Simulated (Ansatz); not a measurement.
A series of calculations on Al2Cu and related structures

**1. Relaxation**

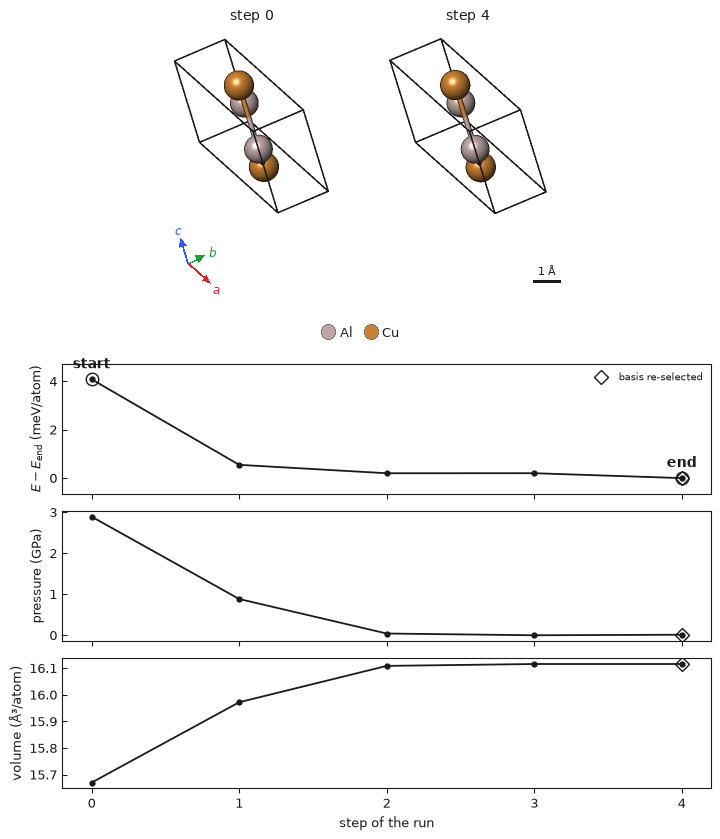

First and last geometry of a relaxation of solid Al$_{2}$Cu (set up in I4/mmm), with the history of the run. Style: ball-and-stick. Shown: the cell of the calculation, slightly off an axis.

Computed with DFT PBE, scalar-relativistic, plane waves, PAW (Ansatz 0.2.0). Set-up: plane-wave cutoff 420 eV; k-point mesh 14 × 14 × 14; occupations gaussian; smearing width 0.1 eV; no spin polarisation; cell and atoms relaxed; force threshold 0.005 eV/Å; at most 80 steps.

**What do the curves and the structures tell?**

It converged. No atom moves by more than 0.005 Å relative to the cell. The volume changes by +2.8 %, with a = b = c 4.046 → 4.089 Å (+1.1 %), α 119.8° → 120.0°, β 119.8° → 120.0°, γ 90.4° → 90.0°. Near-neighbour distances that change, for instance: Al–Cu 2.481 → 2.504 Å. Within 0.06 Å the space group is Fm-3m at the start and Fm-3m at the end; at a tighter tolerance small leftover displacements or strains of the cell lower it. The energy falls by 4.1 meV per atom in 3 accepted moves (4 points after the start). All forces vanish by symmetry, so only the cell relaxes. Pressure: 2.89 GPa at the start and 0.01 GPa at the end. The SCF was repeated once at an unchanged geometry on a basis and grid sized afresh for the cell, which shifted the energy by 0.2 meV per atom at most. Cost: 12 s on 4 threads of Intel(R) Xeon(R) Platinum 8488C (Sapphire Rapids), with other jobs on the host, peak memory 0.56 GiB.

```tsv
step	E − E(0), meV/atom	pressure, GPa	volume, Å³/atom	note
0	0.00	2.89	15.671	
1	-3.53	0.88	15.972	
2	-3.88	0.04	16.109	
3	-3.88	0.00	16.116	
4	-4.08	0.01	16.116	same geometry, new basis
```

**2. Relaxation**

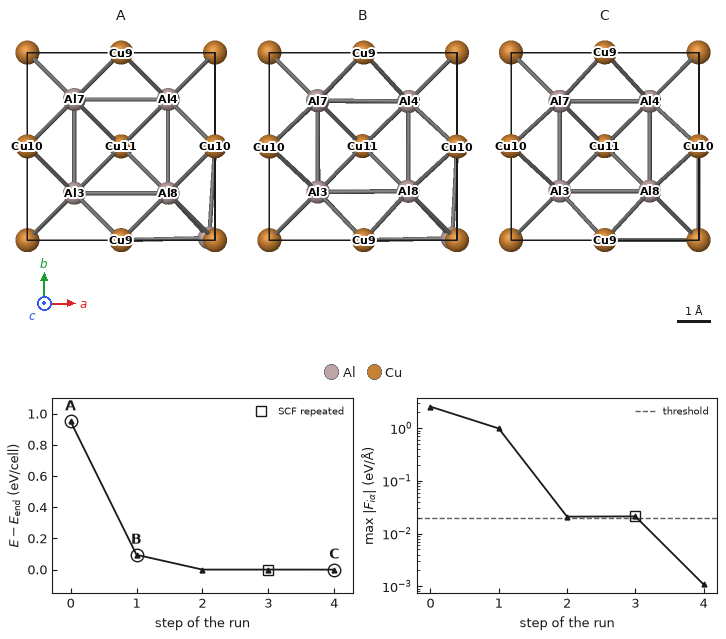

Frames of a relaxation of a defect cell of composition Al₉Cu₄, marked on the history of the run. Style: ball-and-stick. Shown: the cell of the calculation, along the c axis.

Case: Al interstitial, charge +0, atoms relaxed.

Level of theory: DFT PBE, scalar-relativistic, plane waves, PAW in Ansatz 0.2.0.

Input file:
```yaml
crystal:
  lattice:
    - [0.0, 0.0, -5.7824626538]
    - [4.0892560504, -4.0892560504, 0.0]
    - [-4.0892560504, -4.0892560504, 0.0]
  atoms:
    - { symbol: Al, position: [0.25, 0.75, 0.25] }
    - { symbol: Al, position: [0.75, 0.25, 0.25] }
    - { symbol: Al, position: [0.25, 0.25, 0.75] }
    - { symbol: Al, position: [0.75, 0.75, 0.75] }
    - { symbol: Al, position: [0.25, 0.25, 0.25] }
    - { symbol: Al, position: [0.75, 0.75, 0.25] }
    - { symbol: Al, position: [0.25, 0.75, 0.75] }
    - { symbol: Al, position: [0.75, 0.25, 0.75] }
    - { symbol: Cu, position: [0.5, 0.0, 0.0] }
    - { symbol: Cu, position: [0.0, 0.5, 0.0] }
    - { symbol: Cu, position: [0.5, 0.5, 0.5] }
    - { symbol: Cu, position: [0.0, 0.0, 0.5] }
    - { symbol: Al, position: [-0.0310871408, 0.0117858735, 0.0134550738] }
basis:
  ecutwfc: 420
  xc_grid: 2
kpoints:
  mp_grid: { grid: [4, 4, 4], shift: [0.5, 0.5, 0.5] }
hamiltonian:
  xc: pbe
scf:
  occupations: { method: gaussian, width: 0.1 }
output:
  forces: true
  stress: false
  eigenvalues: true
  write_density: true
  write_potential: true
  elf: true
  volumetric_format: npy
relax:
  adjacent_minimum: "off"
  f_tol: 0.02
  max_steps: 60
```

Command:
```bash
ansatz run input.yaml --threads 4 --pin off --max-ram 8192MiB --backend cpu --events-out ev --progress --plain --runs-dir out
```

> What happens along the run?

Al13 moves most: 0.19 Å along [2 −1 −1]. By element the largest moves are Al 0.19 Å, Cu 0.02 Å. The lattice vectors keep their values. Near-neighbour distances that change, for instance: Al2–Al13 2.318 → 2.607 Å, Al6–Al13 2.401 → 2.608 Å, Al8–Al13 2.413 → 2.608 Å, Cu9–Al13 2.713 → 2.889 Å. After 3 accepted moves (4 points after the start) the energy has fallen by 0.951 eV per cell of the calculation. The largest force component goes from 2.6 to 0.0011 eV/Å. 1 step only repeated the SCF at the same geometry. Cost: 51 s on 4 threads of Intel(R) Xeon(R) Platinum 8488C (Sapphire Rapids) (shared host), peak memory 0.77 GiB. From step 0 to 1: Al2 moves most (0.11 Å), energy −0.856 eV per cell of the calculation. From step 1 to 4: Al13 moves most (0.15 Å), energy −95.2 meV per cell of the calculation.

Limits of the set-up: the periodic images lie only 5.8 Å apart, so the values are limited by the cell's size.

**3. Path**

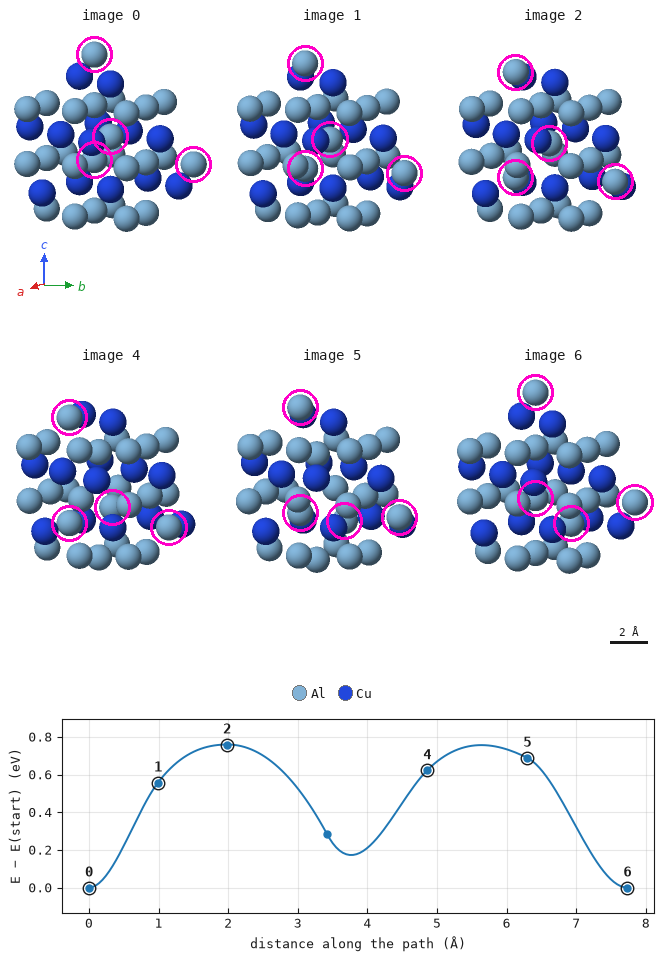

NEB run on a defect cell of composition Al9Cu4 (13 atoms in the cell). Images are numbered from 0 (start) to 6 (end). A spheres-only model of the atoms within 5.0 Å of the middle of the path, seen slightly off an axis. The atoms that move most are ringed.

Theory: DFT PBE, scalar-relativistic, plane waves, PAW in Ansatz 0.2.0. Run with plane-wave cutoff 420 eV; k-point mesh 4 × 4 × 4; Gaussian smearing 0.1 eV; 5 movable images; climbing image.

Q: What happens along the path, and what is the barrier?

A: The path has more than one stage, and so few images may leave a stage unresolved. An Al atom travels furthest, 4.09 Å from end to end, along [−1 0 −1], on a path that bends up to 1.00 Å away from the straight line. At the highest image its nearest neighbour (Cu) is 2.45 Å away, against 2.61 Å at the start, and the surrounding atoms stand up to 1.58 Å off the mean of their end positions. The barrier is about 0.76 eV in both directions, with image 2 at the top; the ends have the same energy. The profile has 2 maxima (images 2, 5) with a dip at image 3 (+0.28 eV), so the process runs in steps. The band converged in 34 iterations. The largest component of the band force went from 24 to 0.02 eV/Å. The climbing image converged on the top of the path. Its curvatures weren't checked.

Limits of the set-up: the periodic images lie only 5.8 Å apart, so the values are limited by the cell's size.
